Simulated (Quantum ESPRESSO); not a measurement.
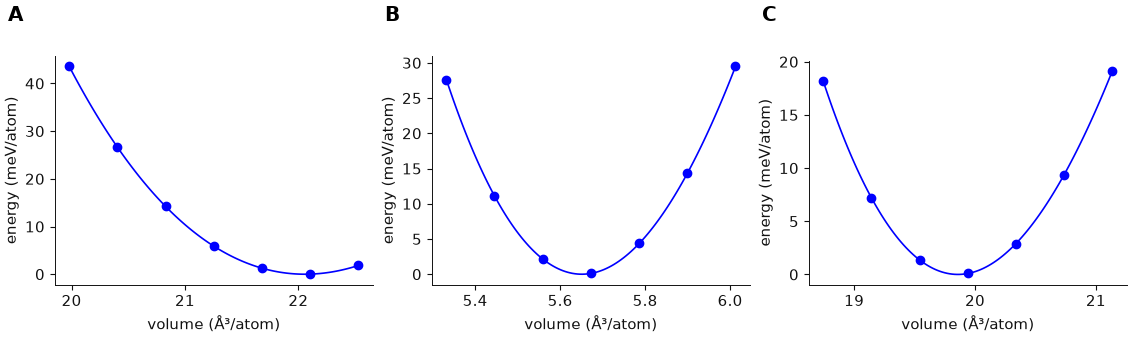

Each panel shows the energy against volume for one of these solids: BeTe, F-43m (No. 216); C, P6_3/mmc (No. 194); PbO, P4/nmm (No. 129).

Method: plane-wave DFT, no spin polarisation; energies at scaled volumes of the given cell, shape and fractions fixed, counted from the fit's minimum, third-order Birch-Murnaghan fit (Quantum ESPRESSO 7.5). Level: PBEsol.

Match the panels to the solids.

A is BeTe (energy from 0.02 meV/atom to 43.58 meV/atom, V0 22.06 Å³/atom, B0 60.5 GPa); B is C (energy from 0.11 meV/atom to 29.51 meV/atom, V0 5.651 Å³/atom, B0 450 GPa); C is PbO (energy from 0.09 meV/atom to 19.15 meV/atom, V0 19.86 Å³/atom, B0 83.7 GPa).

For C, limits of the calculation: shape and atomic fractions are frozen while scaling, which makes layered, chain and framework solids too stiff.

For PbO, limits of the calculation: spin-orbit coupling left out, heavy elements; shape and atomic fractions are frozen while scaling, which makes layered, chain and framework solids too stiff.
